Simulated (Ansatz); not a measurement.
**Two runs on Ta4C3**

System: Ta4C3 (R3m, 7 atoms in the cell).
Method of run A: DFT r2SCAN, scalar-relativistic, plane waves, PAW, no spin polarisation (Ansatz 0.2.0).

The structure derives from a Materials Project entry. Text and figures count atoms from 1; the logs count them from 0 in places.

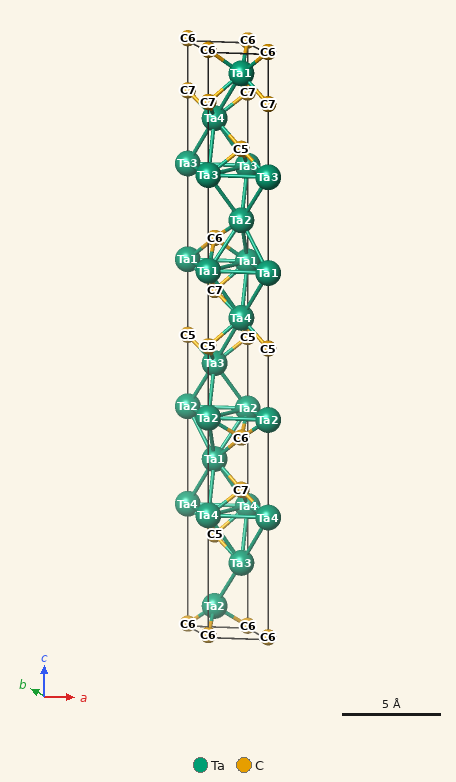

**Figure 1.** The input geometry (ball-and-stick view of the cell 3 times as large as that of the calculation, set on its symmetry axes, seen slightly off an axis; atoms are numbered from 1 in the order of the input). An atom can appear more than once, as a periodic image.

**Input, run A**
```yaml
crystal:
  lattice:
    - [1.5588995839, 0.9000310946, 10.2185930755]
    - [-1.5588995839, 0.9000310946, 10.2185930755]
    - [0.0, -1.8000621886, 10.2185930756]
  atoms:
    - { symbol: Ta, position: [0.3734425207, 0.3734425207, 0.3734425207] }
    - { symbol: Ta, position: [0.624481764, 0.624481764, 0.624481764] }
    - { symbol: Ta, position: [0.2097724882, 0.2097724882, 0.2097724882] }
    - { symbol: Ta, position: [0.7911689086, 0.7911689086, 0.7911689086] }
    - { symbol: C, position: [0.5023710678, 0.5023710678, 0.5023710678] }
    - { symbol: C, position: [0.9957490512, 0.9957490512, 0.9957490512] }
    - { symbol: C, position: [0.0847521818, 0.0847521818, 0.0847521818] }
basis:
  ecutwfc: 500
kpoints:
  mp_grid: { grid: [12, 12, 12] }
hamiltonian:
  xc: r2scan
scf:
  occupations: { method: gaussian, width: 0.15 }
output:
  forces: true
  stress: true
  eigenvalues: true
```

Launched with:
```bash
ansatz run input.yaml --threads 2 --pin off --max-ram 5120MiB --backend cpu --events-out ev --progress --plain --runs-dir out
```

Hardware: 2 threads of Intel Xeon @ 2.50GHz (Skylake/Cascade Lake), 32 GiB of memory available, shared host.

**Output, shortened to warnings, some set-up lines, iterations and results (run A)**
```
Basis set: ecut = 500 eV, 2191 PW (Γ), FFT grids on a1−a3, a2−a3, a3, exchange–correlation on 96×96×320 points (64 copies of the dense FFT grid, shifted against one another)
Symmetry: 6 space group operations
k-points: 189 of 1728 (time reversal used)
Initial density: superposition of atomic densities (neutral atoms: chi_scale 0, normalization atom), corrected by the library's trained network
[...]
SCF iter   1: F=—  HF=-40536.694151 eV  |F-HF|=—  |Δ(HF+E_count)|=         —  Δρ=1.36e-2  dr2=1.16e0  dr2_τ=4.98e-1  ethr=1.77e-3  ⟨swp⟩=5.6  Hψ=29455  notcnv=0
SCF iter   2: F=—  HF=-40536.785867 eV  |F-HF|=—  |Δ(HF+E_count)|=   9.17e-2  Δρ=7.62e-3  dr2=2.54e-1  dr2_τ=7.09e-3  ethr=1.77e-3  ⟨swp⟩=1.1  Hψ=8896  notcnv=0  defer=7
SCF iter   3: F=—  HF=-40536.782464 eV  |F-HF|=—  |Δ(HF+E_count)|=   3.40e-3  Δρ=2.81e-3  dr2=3.79e-2  dr2_τ=1.97e-3  ethr=3.96e-4  ⟨swp⟩=1.3  Hψ=7122  notcnv=0  defer=7
SCF iter   4: F=—  HF=-40536.780555 eV  |F-HF|=—  |Δ(HF+E_count)|=   1.91e-3  Δρ=9.60e-4  dr2=2.38e-3  dr2_τ=3.01e-4  ethr=5.91e-5  ⟨swp⟩=2.0  Hψ=8947  notcnv=0  defer=7
SCF iter   5: F=—  HF=-40536.780364 eV  |F-HF|=—  |Δ(HF+E_count)|=   1.91e-4  Δρ=3.93e-4  dr2=1.48e-4  dr2_τ=6.78e-6  ethr=3.72e-6  ⟨swp⟩=2.0  Hψ=9972  notcnv=0  defer=7
SCF iter   6: F=—  HF=-40536.780397 eV  |F-HF|=—  |Δ(HF+E_count)|=   3.26e-5  Δρ=8.67e-5  dr2=1.76e-5  dr2_τ=1.45e-6  ethr=2.31e-7  ⟨swp⟩=2.2  Hψ=12354  notcnv=0  defer=7
SCF iter   7: F=—  HF=-40536.780400 eV  |F-HF|=—  |Δ(HF+E_count)|=   3.04e-6  Δρ=3.07e-5  dr2=1.06e-6  dr2_τ=1.29e-7  ethr=2.76e-8  ⟨swp⟩=2.0  Hψ=10275  notcnv=0  defer=300
SCF iter   8: F=-40536.780400 eV  HF=-40536.780400 eV  |F-HF|=3.40e-8  |Δ(HF+E_count)|=   3.23e-7  Δρ=6.87e-6  dr2=8.88e-8  dr2_τ=6.39e-9  ethr=1.56e-10  ⟨swp⟩=10.0  Hψ=36512 …
SCF 1 converged in 8 iterations: F = -40536.780400 eV  dr2 = 8.88e-8
SCF converged after 8 iterations
Free energy (F): -40536.780400 eV
Harris-Foulkes:  -40536.780400 eV  (|F-HF|=3.40e-8)
Internal energy: -40536.768654 eV  (E = F + TS)
E sigma→0 (E₀):  -40536.774527 eV
Entropy (-TS):   -0.011746 eV (-1.678 meV/atom)
Fermi energy:    19.070719 eV
--- Per-component energies (eV) ---
  E_band       = -386.370025
  E_kinetic    = 1740.146224
  E_local      = -2391.229590  (includes V_loc(G=0)·N_el)
  E_nonlocal   = 136.646832
  E_hartree    = 832.684409
  E_xc         = -964.454514
  E_vxc        = -1089.330006  (∫ρ·V_xc dr)
  E_paw        = -33994.421423  (= ΣΔE_a)
  E_vpaw       = -502.384100  (= ΣTr[D̂ρ^β])
  E_aug_tail   = 0.000331  (compensation charges beyond the density's cutoff)
  E_vtau       = 54.412558  (kinetic-family band-sum trace: ∫τ·v_τ [+ j·A + Jᵃ·Aᵃ] dr)
  E_ewald      = -5893.041481
  E_core_change = -3.099442  (= ΣΔE_core)
  E_smearing   = -0.011746  (= −TS)
  E_closure    = -0.000000  (closes the sum)
  Σ components = -40536.780400   (vs F -40536.780400, Δ=0.00e0)
--- Forces (eV/Å), atoms counted from 1 ---
  atom   1  Ta     0.00000000    -0.00000000    -0.26055075
  atom   2  Ta     0.00000000    -0.00000000    -0.17921573
  atom   3  Ta     0.00000000    -0.00000000    -0.31373819
  atom   4  Ta     0.00000000     0.00000000     2.04957190
  atom   5  C      0.00000000    -0.00000000    -0.64276909
  atom   6  C      0.00000000     0.00000000     0.01424254
  atom   7  C      0.00000000    -0.00000000    -0.66757638
  max |Σ_I F_I| component: 3.57e-5 eV/Å
--- Stress (GPa, compression-positive) ---
        0.376781       0.000000       0.000000
        0.000000       0.376781      -0.000000
        0.000000      -0.000000      -0.019298
  P = ⅓ Tr σ = 0.2448 GPa (2.448 kbar)
```

The input of run B differs as follows (lines with − go, lines with + come):
```diff
-    - { symbol: Ta, position: [0.7911689086, 0.7911689086, 0.7911689086] }
+    - { symbol: Ta, position: [0.787906881, 0.787906881, 0.787906881] }
```

What does this change do to the results?

With the same functional and potentials, run B lies 42.0 meV per atom higher. The pressure goes from 0.24 to 1.58 GPa. The largest force goes from 2.050 to 3.798 eV/Å. The SCF takes 9 iterations against 8.

**Output, shortened to warnings, some set-up lines, iterations and results (run B)**
```
Basis set: ecut = 500 eV, 2191 PW (Γ), FFT grids on a1−a3, a2−a3, a3, exchange–correlation on 96×96×320 points (64 copies of the dense FFT grid, shifted against one another)
Symmetry: 6 space group operations
k-points: 189 of 1728 (time reversal used)
Initial density: superposition of atomic densities (neutral atoms: chi_scale 0, normalization atom), corrected by the library's trained network
[...]
SCF iter   1: F=—  HF=-40536.420201 eV  |F-HF|=—  |Δ(HF+E_count)|=         —  Δρ=1.43e-2  dr2=1.49e0  dr2_τ=5.01e-1  ethr=1.77e-3  ⟨swp⟩=5.6  Hψ=29516  notcnv=0
SCF iter   2: F=—  HF=-40536.496985 eV  |F-HF|=—  |Δ(HF+E_count)|=   7.68e-2  Δρ=7.96e-3  dr2=3.48e-1  dr2_τ=8.18e-3  ethr=1.77e-3  ⟨swp⟩=1.1  Hψ=8902  notcnv=0  defer=19
SCF iter   3: F=—  HF=-40536.489131 eV  |F-HF|=—  |Δ(HF+E_count)|=   7.85e-3  Δρ=3.02e-3  dr2=4.93e-2  dr2_τ=2.44e-3  ethr=5.43e-4  ⟨swp⟩=1.2  Hψ=7107  notcnv=0  defer=19
SCF iter   4: F=—  HF=-40536.486343 eV  |F-HF|=—  |Δ(HF+E_count)|=   2.79e-3  Δρ=1.09e-3  dr2=2.98e-3  dr2_τ=3.94e-4  ethr=7.70e-5  ⟨swp⟩=2.0  Hψ=8565  notcnv=0  defer=20
SCF iter   5: F=—  HF=-40536.486033 eV  |F-HF|=—  |Δ(HF+E_count)|=   3.10e-4  Δρ=4.36e-4  dr2=1.79e-4  dr2_τ=9.14e-6  ethr=4.65e-6  ⟨swp⟩=2.0  Hψ=9848  notcnv=0  defer=26
SCF iter   6: F=—  HF=-40536.486064 eV  |F-HF|=—  |Δ(HF+E_count)|=   3.08e-5  Δρ=1.11e-4  dr2=2.68e-5  dr2_τ=2.93e-6  ethr=2.80e-7  ⟨swp⟩=2.6  Hψ=12804  notcnv=0  defer=26
SCF iter   7: F=—  HF=-40536.486065 eV  |F-HF|=—  |Δ(HF+E_count)|=   9.27e-7  Δρ=3.72e-5  dr2=1.63e-6  dr2_τ=1.02e-7  ethr=4.18e-8  ⟨swp⟩=2.0  Hψ=10248  notcnv=0  defer=310
SCF iter   8: F=—  HF=-40536.486065 eV  |F-HF|=—  |Δ(HF+E_count)|=   5.37e-7  Δρ=8.49e-6  dr2=1.19e-7  dr2_τ=1.13e-8  ethr=2.55e-9  ⟨swp⟩=2.0  Hψ=10182  notcnv=0  defer=310
SCF iter   9: F=-40536.486065 eV  HF=-40536.486065 eV  |F-HF|=4.44e-9  |Δ(HF+E_count)|=   1.64e-8  Δρ=3.11e-6  dr2=1.25e-8  dr2_τ=1.13e-9  ethr=1.56e-10  ⟨swp⟩=11.4  Hψ=29820 …
SCF 1 converged in 9 iterations: F = -40536.486065 eV  dr2 = 1.25e-8
SCF converged after 9 iterations
Free energy (F): -40536.486065 eV
Harris-Foulkes:  -40536.486065 eV  (|F-HF|=4.44e-9)
Internal energy: -40536.472998 eV  (E = F + TS)
E sigma→0 (E₀):  -40536.479532 eV
Entropy (-TS):   -0.013067 eV (-1.867 meV/atom)
Fermi energy:    19.083902 eV
--- Per-component energies (eV) ---
  E_band       = -386.765787
  E_kinetic    = 1741.012577
  E_local      = -2427.889454  (includes V_loc(G=0)·N_el)
  E_nonlocal   = 137.057023
  E_hartree    = 850.376441
  E_xc         = -964.611763
  E_vxc        = -1089.576559  (∫ρ·V_xc dr)
  E_paw        = -33994.587468  (= ΣΔE_a)
  E_vpaw       = -502.567859  (= ΣTr[D̂ρ^β])
  E_aug_tail   = 0.000331  (compensation charges beyond the density's cutoff)
  E_vtau       = 54.444968  (kinetic-family band-sum trace: ∫τ·v_τ [+ j·A + Jᵃ·Aᵃ] dr)
  E_ewald      = -5874.731243
  E_core_change = -3.099442  (= ΣΔE_core)
  E_smearing   = -0.013067  (= −TS)
  E_closure    = 0.000000  (closes the sum)
  Σ components = -40536.486065   (vs F -40536.486065, Δ=0.00e0)
--- Forces (eV/Å), atoms counted from 1 ---
  atom   1  Ta     0.00000000    -0.00000000    -0.47051173
  atom   2  Ta     0.00000000    -0.00000000    -0.45069005
  atom   3  Ta     0.00000000    -0.00000000    -0.49680074
  atom   4  Ta     0.00000000     0.00000000     3.79780085
  atom   5  C      0.00000000    -0.00000000    -1.07242606
  atom   6  C      0.00000000     0.00000000     0.05859697
  atom   7  C      0.00000000    -0.00000000    -1.36600963
  max |Σ_I F_I| component: 4.04e-5 eV/Å
--- Stress (GPa, compression-positive) ---
        2.118221       0.000000       0.000000
        0.000000       2.118221      -0.000000
        0.000000      -0.000000       0.494505
  P = ⅓ Tr σ = 1.5770 GPa (15.770 kbar)
```

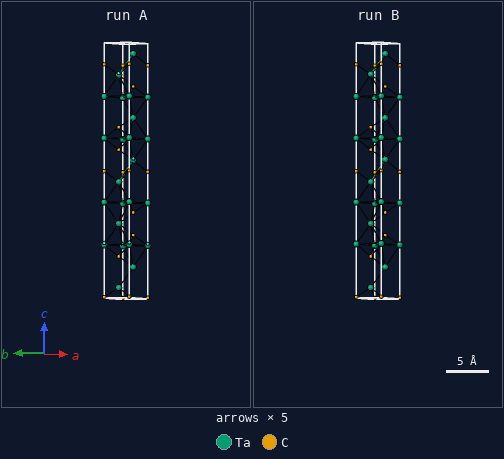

**Figure 2.** The two input geometries at one scale (ball-and-stick view of the cell 3 times as large as that of the calculation, set on its symmetry axes, seen at an oblique angle). The teal arrows on the first give the shifts of the atoms relative to the cell, magnified 5 times. The largest move is that of a Ta atom, 0.100 Å. C stays in place. The cell doesn't change. Among the contacts that change: Ta–Ta 3.174 → 3.257 Å, Ta–Ta 3.152 → 3.070 Å, C–Ta 2.259 → 2.321 Å, C–Ta 2.174 → 2.119 Å.

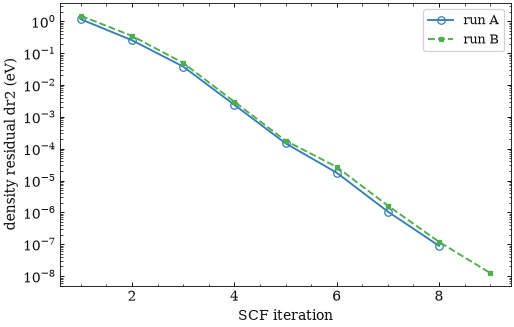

**Figure 3.** Convergence of the two runs: density residual dr2 against the SCF iteration. Run A takes 8 iterations in all, and run B takes 9.

**The two runs side by side**

| quantity | run A | run B |
| --- | --- | --- |
| outcome | converged | converged |
| free energy per atom (eV) | −5790.9686 | −5790.9266 |
| energy per atom, smearing taken to zero (eV) | −5790.9678 | −5790.9256 |
| gap on the mesh (eV) | 0.00 | 0.00 |
| pressure (GPa) | 0.24 | 1.58 |
| largest force (eV/Å) | 2.050 | 3.798 |
| SCF iterations | 8 | 9 |
| irreducible k-points | 189 | 189 |
| plane waves at Γ | 2191 | 2191 |
| wall time (shared host) | 49 s | 57 s |

For both runs: Spin–orbit coupling is left out, which matters for Ta.
